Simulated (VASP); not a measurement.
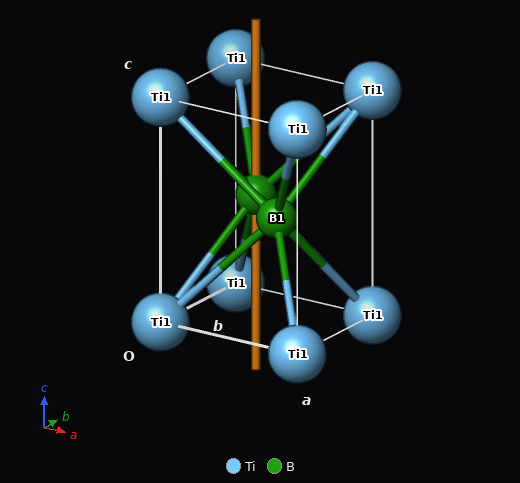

Crystal: TiB₂, an entry of the Crystallography Open Database, as set up for an electronic-structure calculation. The coloured rod is the axis of a symmetry operation of the crystal. Symmetry computed with spglib at a tolerance of 0.002 Å; standard conventional cell.

a = 3.029 Å, b = 3.029 Å, c = 3.228 Å, α = 90.00°, β = 90.00°, γ = 120.00°.

```
atom       x       y       z
 Ti1  0.0000  0.0000  0.0000
  B1  0.6667  0.3333  0.5000
  B2  0.3333  0.6667  0.5000
```

Take the operation x, y, z → −x+y, −x+1, z.

**What kind of operation is it, and where does it lie?**

It is a 3-fold rotation, about the line along [0 0 1] through (1/3, 2/3, 1/2).

**Onto which atom does it carry each atom (up to whole multiples of a, b and c)?**

Ti1 → Ti1, B1 → B1, B2 → B2.
